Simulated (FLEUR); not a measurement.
# A series of single points on Pd

System: Pd (Im-3m, 1 atom in the cell).
Method: Kohn-Sham DFT of a periodic cell, LDA, all-electron, no spin polarisation (FLEUR MaX-R8.1 (later development tree)).

The 5 runs differ only in the geometry, by an even scaling of the cell at fixed fractional positions. The structure derives from a Materials Project entry.

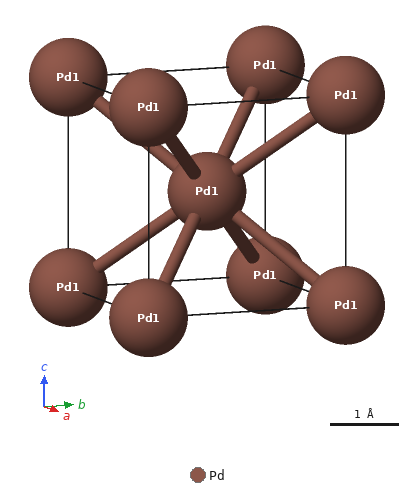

Figure 1. The structure of run 3 (ball-and-stick view of the cell 2 times as large as that of the calculation, set on its symmetry axes, seen slightly off an axis; atoms are numbered from 1 in the order of the input). An atom can appear more than once, as a periodic image.

### Input of run 3
```
<?xml version="1.0" encoding="UTF-8" standalone="no"?>
<fleurInput fleurInputVersion="0.39">
   <comment>
      Pd                                                                                                  
   </comment>
   <calculationSetup>
      <cutoffs Kmax="4.21" Gmax="13.0" GmaxXC="13.0" numbands="0"/>
      <scfLoop itmax="60" minDistance="0.00001" maxIterBroyd="15" imix="Anderson" alpha="0.05" precondParam="0.0" spinf="2.0" sdNocoIR="T"/>
      <coreElectrons ctail="T" frcor="F" kcrel="0" coretail_lmax="0"/>
      <xcFunctional name="vwn" relativisticCorrections="F"/>
      <magnetism jspins="1"/>
      <soc l_soc="F" theta="0.0" phi="0.0" spav="F"/>
      <expertModes spex="0" secvar="F"/>
      <geometryOptimization l_f="F" forcealpha="1.0" forcemix="BFGS" epsdisp="0.00001" epsforce="0.00001"/>
      <ldaU l_linMix="F" mixParam="0.05" spinf="1.0"/>
   </calculationSetup>
   <cell>
      <bzIntegration valenceElectrons="18.0" mode="hist" fermiSmearingEnergy="0.00183747">
         <kPointListSelection listName="default-1"/>
         <!-- k-points included here -->
         <xi:include xmlns:xi="http://www.w3.org/2001/XInclude" href="kpts.xml"> </xi:include>
      </bzIntegration>
      <!-- symmetry operations included here -->
      <xi:include xmlns:xi="http://www.w3.org/2001/XInclude" href="sym.xml"> </xi:include>
      <bulkLattice scale="1.0000000000">
         <bravaisMatrix>
            <row-1>   -2.9711804809122127     2.9711804809122127     2.9711804809122127</row-1>
            <row-2>    2.9711804809122127    -2.9711804809122127     2.9711804809122127</row-2>
            <row-3>    2.9711804809122127     2.9711804809122127    -2.9711804809122127</row-3>
         </bravaisMatrix>
      </bulkLattice>
   </cell>
   <atomSpecies>
      <species name="Palladium (Pd)" element="Pd" atomicNumber="46">
         <mtSphere radius="2.33" gridPoints="787" logIncrement="0.016"/>
         <atomicCutoffs lmax="10" lnonsphr="10"/>
         <electronConfig flipSpins="F">
            <coreConfig>(1s1/2) (2s1/2) (2p1/2) (2p3/2) (3s1/2) (3p1/2) (3p3/2) (3d3/2) (3d5/2)</coreConfig>
            <valenceConfig>(4s1/2) (4p1/2) (4p3/2) (5s1/2) (4d3/2) (4d5/2)</valenceConfig>
            <stateOccupation state="(5s1/2)" spinUp="0.500000" spinDown="0.500000"/>
            <stateOccupation state="(4d3/2)" spinUp="1.800000" spinDown="1.800000"/>
            <stateOccupation state="(4d5/2)" spinUp="2.700000" spinDown="2.700000"/>
         </electronConfig>
         <energyParameters s="5" p="5" d="4" f="4"/>
         <lo type="SCLO" l="0" n="4" eDeriv="0"/>
         <lo type="SCLO" l="1" n="4" eDeriv="0"/>
         <lo type="SCLO" l="1" n="4" eDeriv="1"/>
         <lo type="SCLO" l="2" n="4" eDeriv="2"/>
         <lo type="SCLO" l="3" n="4" eDeriv="2"/>
      </species>
   </atomSpecies>
   <atomGroups>
      <atomGroup species="Palladium (Pd)">
         <relPos label="                   1">.0000000000 .0000000000 .0000000000</relPos>
         <force calculate="T" relaxXYZ="TTT"/>
      </atomGroup>
   </atomGroups>
   <output dos="F" band="F" slice="F">
      <checks vchk="F" cdinf="F"/>
      <bandDOS minEnergy="-.5*Htr" maxEnergy="0.5*Htr" sigma="0.015" storeEVData="T"/>
      <vacuumDOS vacdos="F" integ="F" star="F" nstars="0" locx1="0.0" locy1="0.0" locx2="0.0" locy2="0.0" nstm="0" tworkf="0.0"/>
      <unfoldingBand unfoldBand="F" supercellX="1" supercellY="1" supercellZ="1"/>
      <plotting iplot="0" polar="F">
         <plot TwoD="T" vec1="  1.0  0.0  0.0" vec2="  0.0  1.0  0.0" vec3="  0.0  0.0  1.0" zero="  0.0  0.0  0.0" file="plot"/>
      </plotting>
      <chargeDensitySlicing numkpt="0" minEigenval="0.0" maxEigenval="0.0" nnne="0" pallst="F"/>
      <specialOutput eonly="F"/>
      <moessbauerParams electricFieldGradient="T" isomerShift="T" coreHyperfine="T" valenceHyperfine="T"/>
      <magneticCircularDichroism mcd="F" energyLo="-10.0" energyUp="0.0"/>
   </output>
  <!-- We include the file relax.xml here to enable relaxations (see documentation) -->
  <xi:include xmlns:xi="http://www.w3.org/2001/XInclude" href="relax.xml"> <xi:fallback/> </xi:include>
</fleurInput>
```

Command:
```bash
inpgen -f crystal.txt -profile fastHighL; fleur_MPI
```

Run 4 has the same physical settings and fractional positions; its lattice vectors (Å) are:
```
  -1.592971    1.592971    1.592971
   1.592971   -1.592971    1.592971
   1.592971    1.592971   -1.592971
```

### Results, with one run withheld

```tsv
run	volume per atom (Å³)	free energy per atom, from the lowest run given (meV)
1	14.614	0.00
2	14.925	14.37
3	15.547	62.76
4	16.169	?
5	16.480	173.05
```

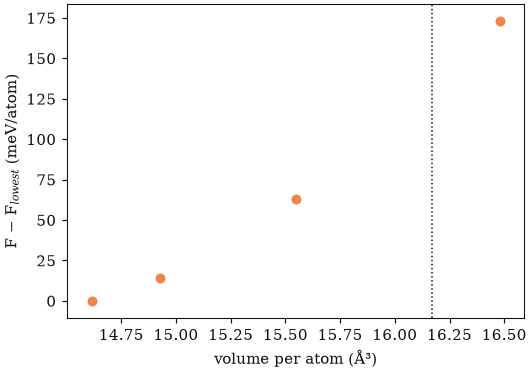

Figure 2. Free energy per atom of the runs given; the dotted line marks run 4.

Fit the runs given and predict run 4.

A quadratic polynomial in V^(−2/3) (the Birch–Murnaghan form), fitted to the 4 runs given, misses them by at most 0.16 meV per atom. With x = V^(−2/3) − 0.16180 Å⁻², it reads F = 46.191 − 12160 x + 6.8066e+05 x² (meV per atom). At run 4 it gives 131.88 meV per atom, and the run itself gives 132.12. The fit has no minimum inside this range.

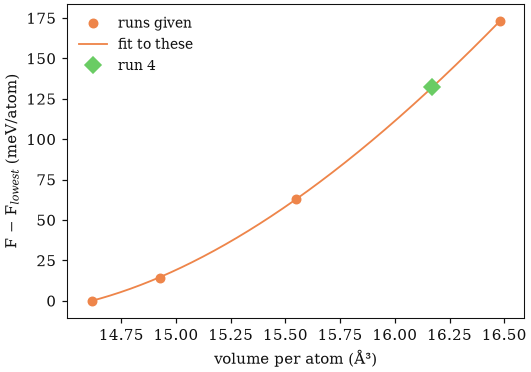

Figure 3. The fit and the withheld run.

### Output (run 4)
```
Welcome to FLEUR        (www.flapw.de)
      MaX-Release 8.1          (www.max-centre.eu)

 ========== k-point set info ==========
 Selected k-point list: default-1
 k-point list type: mesh
 12 x 12 x 12
 Number of k points: 72

 ------------Calculation Setup---------------------------
 Number of MPI-tasks      :            1
 Number of PE/node        :            1
 Number of OMP-threads    :            1
 Most efficient MPI parallelization for:
           1           2           3           4           6           8           9          12          18          24          36          72
 Additional eigenvalue parallelization possible
 Number of basis functions:          183
 Approximate size of matrices (H+S) per k-point:         0.000 GB
 --------------------------------------------------------

 Iteration:     1   Distance:      13.82620710 me/bohr^3

 Iteration:     2   Distance:      11.86924651 me/bohr^3

 Iteration:     3   Distance:       4.52999266 me/bohr^3

 Iteration:     4   Distance:       2.38532681 me/bohr^3

 Iteration:     5   Distance:       0.71373252 me/bohr^3

 Iteration:     6   Distance:       0.80918774 me/bohr^3

 Iteration:     7   Distance:       0.21065738 me/bohr^3

 Iteration:     8   Distance:       0.00924117 me/bohr^3

 Iteration:     9   Distance:       0.00590769 me/bohr^3

 Iteration:    10   Distance:       0.00084428 me/bohr^3

 Iteration:    11   Distance:       0.00094504 me/bohr^3

 Iteration:    12   Distance:       0.00003646 me/bohr^3

 Iteration:    13   Distance:       0.00000258 me/bohr^3

 ********************************************************************
 Run finished successfully
 Stop message:
   all done
 ********************************************************************
```
